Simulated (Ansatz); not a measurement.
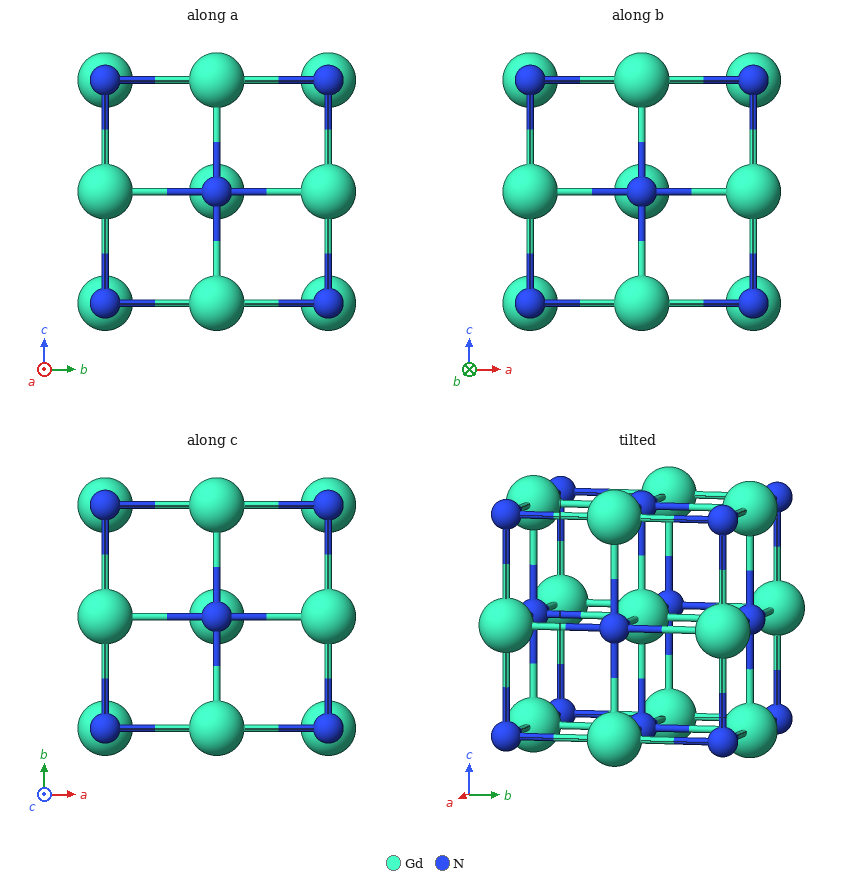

The structure above is drawn in ball-and-stick style and viewed along the a axis, along the b axis, along the c axis and slightly off an axis. One conventional unit cell is framed, with atoms on its boundary repeated.

Lattice parameters: a = 4.9844 Å, b = 4.9844 Å, c = 4.9844 Å, α = 90.000°, β = 90.000°, γ = 90.000°.

> Give the structure in the form of a CIF in P1 with every atom of the cell.

```cif
data_structure
_symmetry_space_group_name_H-M 'P 1'
_symmetry_Int_Tables_number 1
_cell_length_a 4.9844
_cell_length_b 4.9844
_cell_length_c 4.9844
_cell_angle_alpha 90.000
_cell_angle_beta 90.000
_cell_angle_gamma 90.000
_cell_volume 123.83
loop_
_atom_site_label
_atom_site_type_symbol
_atom_site_fract_x
_atom_site_fract_y
_atom_site_fract_z
_atom_site_occupancy
Gd1 Gd 0.0000 0.5000 0.0000 1
N1 N 0.0000 0.0000 0.0000 1
Gd2 Gd 0.0000 0.0000 0.5000 1
N2 N 0.0000 0.5000 0.5000 1
Gd3 Gd 0.5000 0.5000 0.5000 1
N3 N 0.5000 0.0000 0.5000 1
Gd4 Gd 0.5000 0.0000 0.0000 1
N4 N 0.5000 0.5000 0.0000 1
```

Provenance: a structure type filled with these elements by a generator (whether the compound takes this form wasn't checked). Earlier steps of the study may have refined or changed the cell and positions. It went into a calculation with Ansatz.
